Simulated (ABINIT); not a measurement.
# Geometry relaxation of W (part 3 of 3)

W (1 atom in the cell); Kohn-Sham DFT of a periodic cell, PBE, JTH PAW PBE v2.0 (ABINIT 10.8.3); cutoff 435.38 eV, 12×12×12 k-mesh, fermi-dirac of 0.05 eV. The structure derives from an entry of the Crystallography Open Database. The run did not end well.

Geometry of the input (Å; fractional positions):
```
-1.5823  1.5823  1.5823
1.5823  -1.5823  1.5823
1.5823  1.5823  -1.5823
W  0.0000  0.0000  0.0000
```

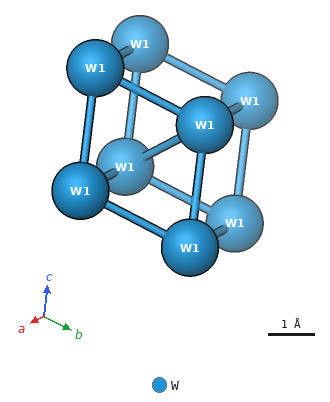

Fig. 1: The geometry at step 6 of the log (ball-and-stick view of the cell of the calculation, seen slightly off an axis; atoms are numbered from 1 in the order of the input).

Trajectory as extended XYZ, continued
```
1
Lattice="-1.5736 1.5736 1.5736 1.5736 -1.5736 1.5736 1.5736 1.5736 -1.5736" Properties=species:S:1:pos:R:3:forces:R:3 step=6 energy=-1878.44774
W     0.0000    0.0000    0.0000    0.0000   0.0000   0.0000
```

Outcome

| quantity | value |
| --- | --- |
| outcome | ended with an error |
| space group (tolerance 0.01 Å) | Im-3m (229) |
| electrons treated | 14 |
| free energy | −1878.4477 eV |
| Fermi energy | 9.955 eV |
| gap on the k-point mesh | none (metallic) |
| pressure | 11.96 GPa |
| final volume | 15.59 Å³ |
| largest force (length of the vector) at the end | under 0.001 eV/Å |
| final cell | a = 2.726 Å, b = 2.726 Å, c = 2.726 Å, α = 109.47°, β = 109.47°, γ = 109.47° |
| wall time | 64 s |
| peak memory | 0.1 GiB |

What went wrong

The run ended with an error.
